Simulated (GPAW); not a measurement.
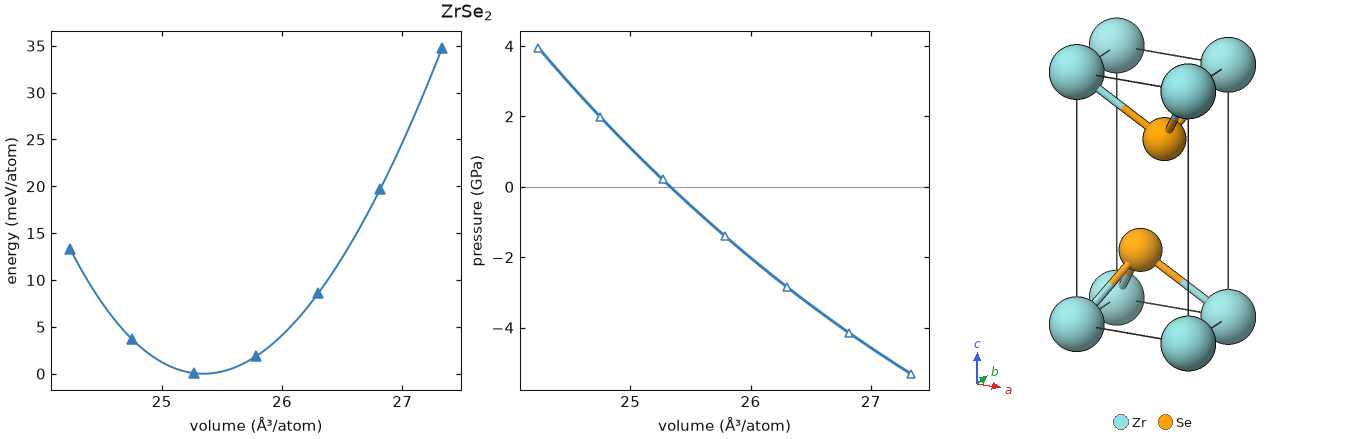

The plot gives the computed energy and pressure against volume for ZrSe₂, space group P-3m1 (No. 164). The conventional cell is drawn beside the plot.

The given structure:
```yaml
crystal:
  lattice:
    - [3.79800, 0.00000, 0.00000]
    - [-1.89900, 3.28916, 0.00000]
    - [0.00000, 0.00000, 6.19200]
  atoms:
    - { symbol: Zr, position: [0.00000, 0.00000, 0.00000] }
    - { symbol: Se, position: [0.66667, 0.33333, 0.75000] }
    - { symbol: Se, position: [0.33333, 0.66667, 0.25000] }
```

How it was computed, with GPAW 26.7.0: PAW DFT in plane waves, on a grid or in atomic orbitals, no spin polarisation; energies at scaled volumes of the given cell, shape and fractions fixed, counted from the fit's minimum, third-order Birch-Murnaghan fit. Level: PBEsol.

```
         setting                                                value
          k mesh                                                8×8×5
     occupations                                          Fermi–Dirac
  smearing width                                              0.05 eV
      potentials  PAW data sets made by gpaw setup for the functional
     wave cutoff                                               600 eV
program settings                                             basis pw
```

Question: Give the fitted equation-of-state parameters.

Answer: A third-order Birch–Murnaghan fit gives V0 = 25.35 Å³/atom, B0 = 81.6 GPa and B′ = 4.1.

Question: What does the pressure do across the range?

Answer: It falls from 3.95 GPa at volume 24.24 Å³/atom to −5.31 GPa at 27.33 Å³/atom, and changes sign near 25.34 Å³/atom.

Limits of the calculation: shape and atomic fractions are frozen while scaling, which makes layered, chain and framework solids too stiff.

The computed values:

```
volume (Å³/atom)  energy (meV/atom)  pressure (GPa)
           24.24              13.35            3.95
           24.75               3.69            1.98
           25.27               0.06            0.21
           25.78               1.86           -1.39
           26.30               8.56           -2.84
           26.82              19.68           -4.14
           27.33              34.78           -5.31
```
